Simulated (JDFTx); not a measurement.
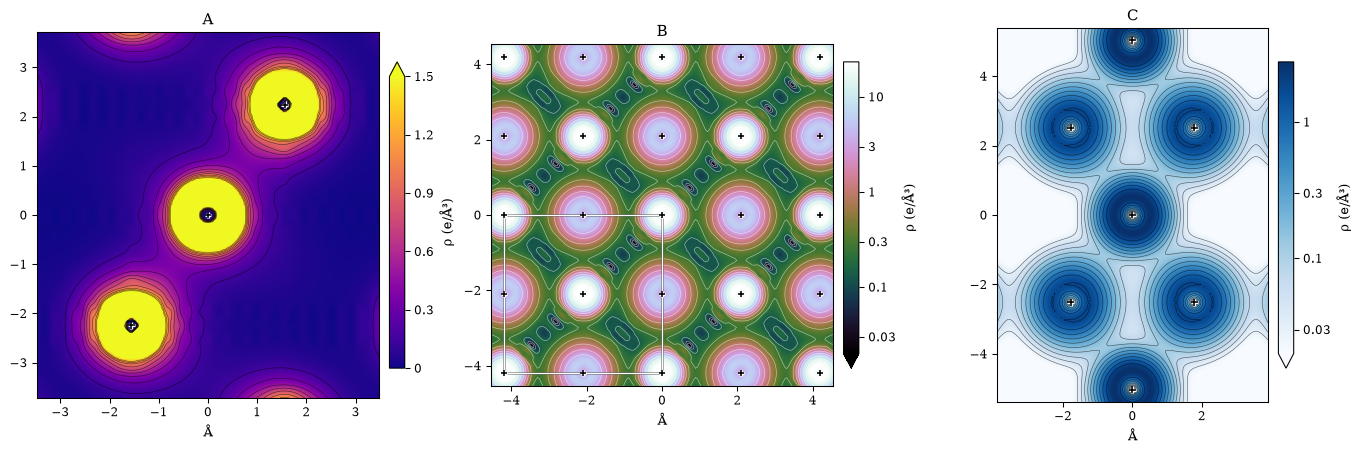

The valence electron density of 3 systems, each on a plane through atoms (crosses mark nuclei in the plane).

These are results of Kohn-Sham DFT of a periodic cell, PBEsol, PseudoDojo-SR-PBEsol-0.4.1-standard in JDFTx, not measurements.

System 1: MgO, the (001) plane of the conventional cell. Space group Fm-3m; a structure from a database of computed crystals, not necessarily the ambient phase; computed pressure about 2 GPa in this cell.

System 2: SrCl2, the (110) plane of the conventional cell. Space group Fm-3m; computed pressure about −3 GPa in this cell.

```xyz
12
Lattice="7.1135 0.0000 0.0000 0.0000 7.1135 0.0000 0.0000 0.0000 7.1135" Properties=species:S:1:pos:R:3 pbc="T T T"
Sr    0.0000    0.0000    0.0000
Sr    3.5568    3.5568    0.0000
Sr    3.5568    0.0000    3.5568
Sr    0.0000    3.5568    3.5568
Cl    5.3351    1.7784    1.7784
Cl    1.7784    5.3351    1.7784
Cl    1.7784    1.7784    5.3351
Cl    5.3351    5.3351    5.3351
Cl    1.7784    1.7784    1.7784
Cl    5.3351    5.3351    1.7784
Cl    5.3351    1.7784    5.3351
Cl    1.7784    5.3351    5.3351
```

System 3: SnSe2, the (110) plane of the conventional cell. Space group P-3m1.

Question: Which map belongs to which system?

Answer: Panel A is system 3, SnSe2: the plane holds Sn and Se. Sn–Se (2.73 Å): the density is about 0.38 e/Å³ at the midpoint. Panel B is system 1, MgO: the plane holds Mg and O. Mg–O (2.10 Å): ρ at the midpoint is about 0.34 e/Å³. Panel C is system 2, SrCl2: the plane holds Sr and Cl. Sr–Cl (3.08 Å): ρ is about 0.13 e/Å³ halfway.
